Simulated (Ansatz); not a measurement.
Consider this structure.

```yaml
crystal:
  lattice:
    - [2.53410, 0.00000, 0.00000]
    - [-1.26705, 2.19459, 0.00000]
    - [0.00000, 0.00000, 4.11257]
  atoms:
    - { symbol: Cu, position: [0.33333, 0.66667, 0.25000] }
    - { symbol: Cu, position: [0.66667, 0.33333, 0.75000] }
```

Give a crystallographic description of this input.

The element is copper. It belongs to space group P6_3/mmc (No. 194) and has a primitive hexagonal lattice. The arrangement is known as hexagonal close-packed (Mg type). The cell holds two atoms. Each Cu has twelve Cu in an anticuboctahedral arrangement at 2.52 to 2.53 Å. The bonds build a three-dimensional framework.

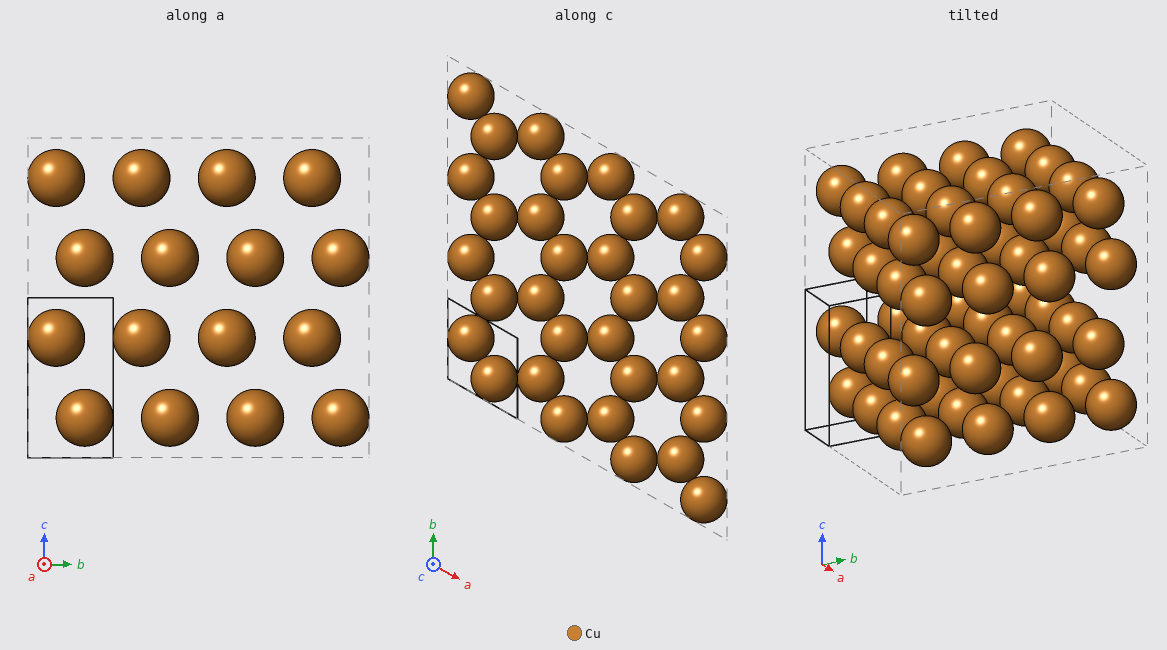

This spheres-only model is shown along the a axis, along the c axis and slightly off an axis. The structure is repeated 4×4×2 times; solid lines mark one conventional unit cell.

The cell started as a structure listed in the Materials Project. Earlier steps of the study may have refined or changed the cell and positions. It was run through Ansatz as a DFT input.

At this level of theory the cell isn't at rest (compressed, at 7 GPa), so its distances can differ from those at equilibrium, the more so the softer the solid.
